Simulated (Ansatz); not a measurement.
Start from this file.

```cif
data_structure
_symmetry_space_group_name_H-M 'P -3 m 1'
_symmetry_Int_Tables_number 164
_cell_length_a 2.7118
_cell_length_b 2.7118
_cell_length_c 23.9223
_cell_angle_alpha 90.000
_cell_angle_beta 90.000
_cell_angle_gamma 120.000
_cell_volume 152.35
loop_
_atom_site_label
_atom_site_type_symbol
_atom_site_symmetry_multiplicity
_atom_site_Wyckoff_symbol
_atom_site_fract_x
_atom_site_fract_y
_atom_site_fract_z
_atom_site_occupancy
C1 C 2 c 0.00000 0.00000 0.57116 1
C2 C 2 d 0.33333 0.66667 0.42882 1
```

> What would you see if this were drawn?

The element is carbon. The cell holds four atoms. C is coordinated by three C in a trigonal planar arrangement at 1.57 Å. The bonds build C layers parallel to (001).

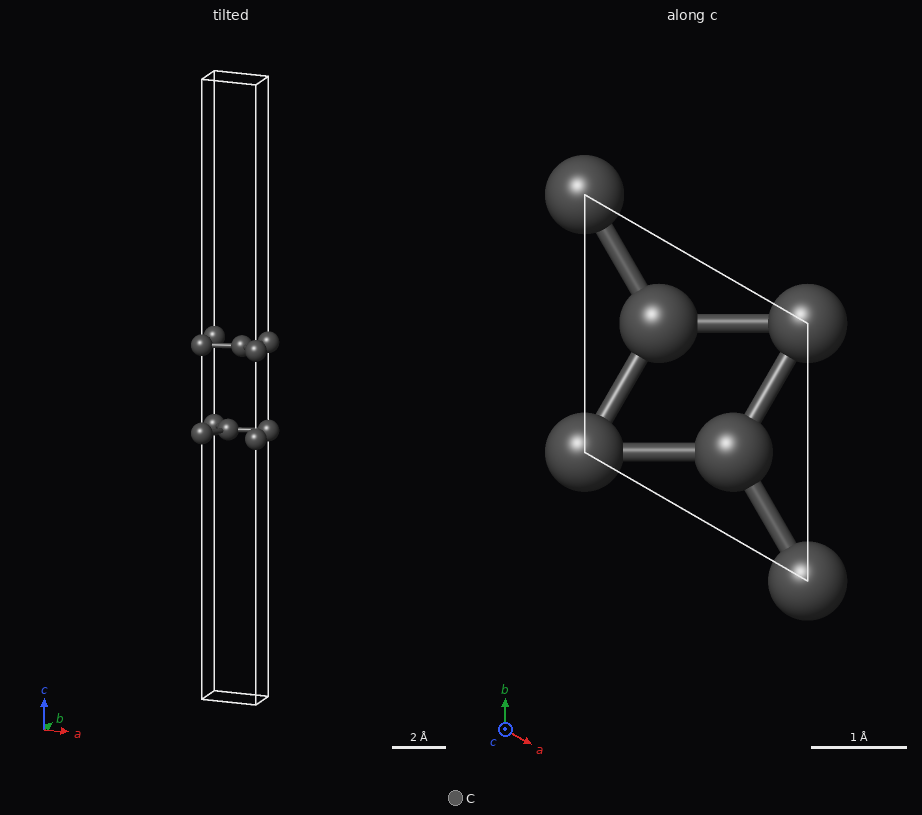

View slightly off an axis and along the c axis, drawn as a ball-and-stick model. Lines trace the edges of the simulation cell. Colours: carbon dark grey.

Starting structure: a structure listed in the Materials Project. The cell was then strained or its atoms displaced on purpose. A calculation with Ansatz used it as input.

At this level of theory the cell isn't at rest (stretched, at -15 GPa), so its distances can differ from those at equilibrium, the more so the softer the solid.
